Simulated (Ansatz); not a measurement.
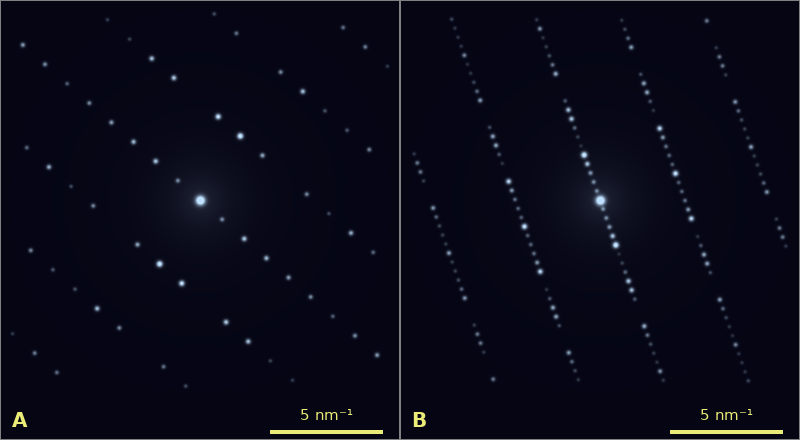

Kinematic electron diffraction patterns (120 kV, B = 0.5 Å², same scale, each along a low-index zone) of two structures of composition I, each relaxed at zero pressure with DFT PBE, scalar-relativistic, plane waves, PAW in Ansatz.

The structures (standard cells):
1. R-3m (No. 166), a = 5.552 Å, c = 69.797 Å (hexagonal axes), 24 atoms; generated start, possibly hypothetical
2. R-3m (No. 166), a = 9.024 Å, c = 29.316 Å (hexagonal axes), 36 atoms; generated start, possibly hypothetical

Which pattern belongs to which structure, and along which zone?

A is structure 2 along [101] or an equivalent direction: oblique net of -1 1 1 at d = 7.55 Å and 1 2 -1 at d = 2.94 Å, 81.0° apart (some points of this net are extinct or too weak to see). B is structure 1 along [210] or an equivalent direction: rectangular net of 0 0 3 at d = 23.27 Å and 1 -2 0 at d = 2.78 Å, 90.0° apart (some points of this net are extinct or too weak to see).

Rank the structures by their computed energy.

Structure 2 (R-3m, 57.43 Å³ an atom) is the lowest of these; structure 1 (R-3m, 77.64 Å³ an atom) lies about 180 meV an atom higher. These are static energies at 0 K; other structures, not shown, may lie lower still.
